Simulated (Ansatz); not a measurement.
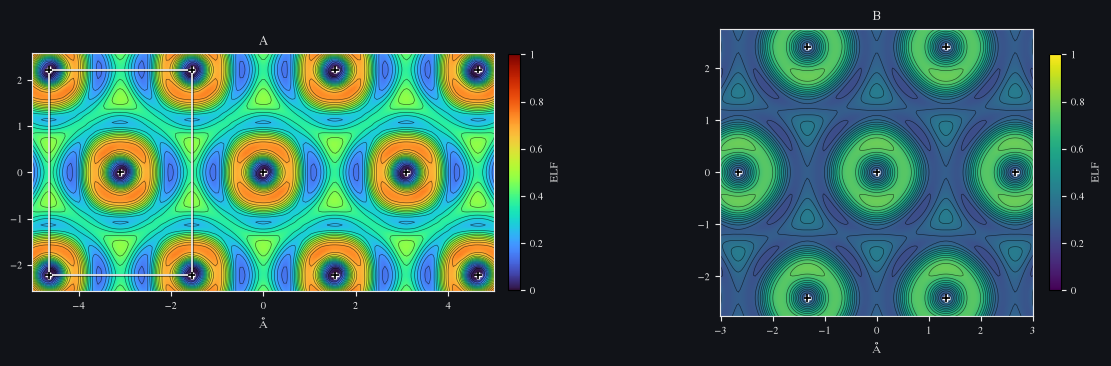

The ELF of 2 systems, each on a plane through atoms (crosses mark nuclei in the plane).

Computed with DFT PBE, scalar-relativistic, plane waves, PAW in Ansatz.

System 1: W, the (101̄) plane of the conventional cell. Space group I4/mmm; changed on purpose from its base cell (strain -0.030 along x and y, +0.000 along z, atoms carried along); computed pressure about 17 GPa in this cell.

System 2: Mo, the (110) plane of the conventional cell. Space group I4/mmm; computed pressure about 12 GPa in this cell; computed without spin polarisation.

```xyz
2
Lattice="3.4133 0.0000 0.0000 0.0000 3.4133 0.0000 0.0000 0.0000 2.6624" Properties=species:S:1:pos:R:3 pbc="T T T"
Mo    0.0000    0.0000    0.0000
Mo    1.7067    1.7067    1.3312
```

Which map belongs to which system?

Panel A is system 1, W: the plane holds W. W–W (2.71 Å): the ELF is about 0.35 at the midpoint. Panel B is system 2, Mo: the plane holds Mo. Mo–Mo (2.66 Å): the ELF is about 0.30 at the midpoint (no localised pair shows between them).
